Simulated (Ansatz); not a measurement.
```
Mn Si
1.0
     5.72200    0.00000    0.00000
     0.00000    5.72200    0.00000
     0.00000    0.00000    5.72200
Mn Si
12 4
Direct
  0.50000 0.00000 0.00000
  0.00000 0.50000 0.00000
  0.00000 0.00000 0.50000
  0.50000 0.50000 0.50000
  0.25000 0.25000 0.25000
  0.75000 0.75000 0.25000
  0.75000 0.25000 0.75000
  0.25000 0.75000 0.75000
  0.75000 0.25000 0.25000
  0.25000 0.75000 0.25000
  0.25000 0.25000 0.75000
  0.75000 0.75000 0.75000
  0.00000 0.00000 0.00000
  0.50000 0.50000 0.00000
  0.50000 0.00000 0.50000
  0.00000 0.50000 0.50000
```

Space group Fm-3m; computed pressure about −23 GPa in this cell; spin-polarised.

Level of theory: DFT, LDA, PAW with Ansatz's default frozen-core files, scalar-relativistic (Ansatz).

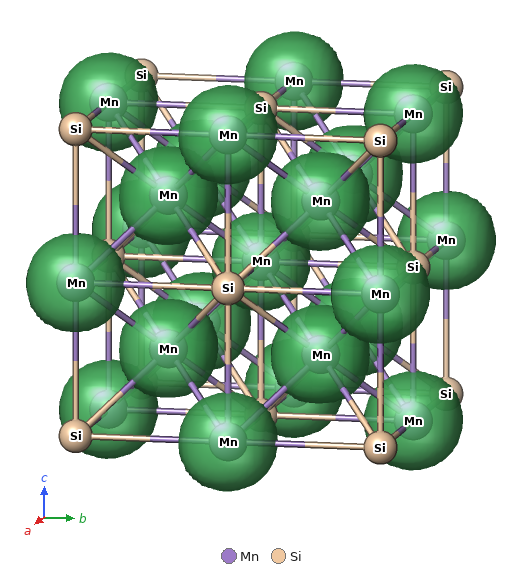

Mn3Si. Isosurface of the valence charge density (pseudo) at 0.6 e/Å³ (green), seen slightly off an axis. Sticks mark near contacts.

The density is the valence pseudo-density of a PAW calculation; it isn't the true density close to the nuclei.

### What does this surface tell about the bonding?

At this value the density breaks into separate islands; it holds about 75 % of the electrons treated as valence (semicore included). It bridges none of the near contacts. It is pinched off along the shortest Mn–Mn (2.48 Å), Mn–Si (2.48 Å) and Mn–Si (2.86 Å) contacts. On the grid the lowest density along these lines, outside the cores, is 0.37 e/Å³ (Mn–Mn, 2.48 Å), 0.36 e/Å³ (Mn–Si, 2.48 Å) and 0.25 e/Å³ (Mn–Si, 2.86 Å).
